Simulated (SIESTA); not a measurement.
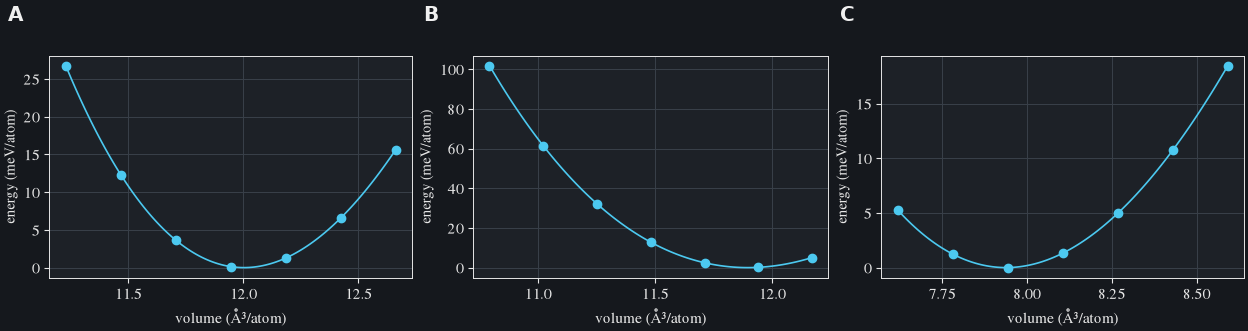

Each panel shows the energy against volume for one of these solids: Al₂O₃, P-3m1 (No. 164); Be, P6_3/mmc (No. 194); HfN, Fm-3m (No. 225).

Calculation (SIESTA 5.4.2): DFT in numerical atomic orbitals with pseudopotentials, no spin polarisation; energies at scaled volumes of the given cell, shape and fractions fixed, counted from the fit's minimum, third-order Birch-Murnaghan fit. Level: PBE.

### Match the panels to the solids.

A is Al₂O₃ (energy from 0.14 meV/atom to 26.75 meV/atom, V0 12 Å³/atom, B0 152 GPa); B is HfN (energy from 0 meV/atom to 102 meV/atom, V0 11.9 Å³/atom, B0 267 GPa); C is Be (energy from 0.00 meV/atom to 18.47 meV/atom, V0 7.938 Å³/atom, B0 124 GPa).

For Al₂O₃, limits of the calculation: mulliken charges of long orbitals; shape and atomic fractions are frozen while scaling, which makes layered, chain and framework solids too stiff.

For Be, limits of the calculation: mulliken charges of long orbitals; short basis over semicore shells; shape and atomic fractions are frozen while scaling, which makes layered, chain and framework solids too stiff.

For HfN, limits of the calculation: mulliken charges of long orbitals; short basis over semicore shells.
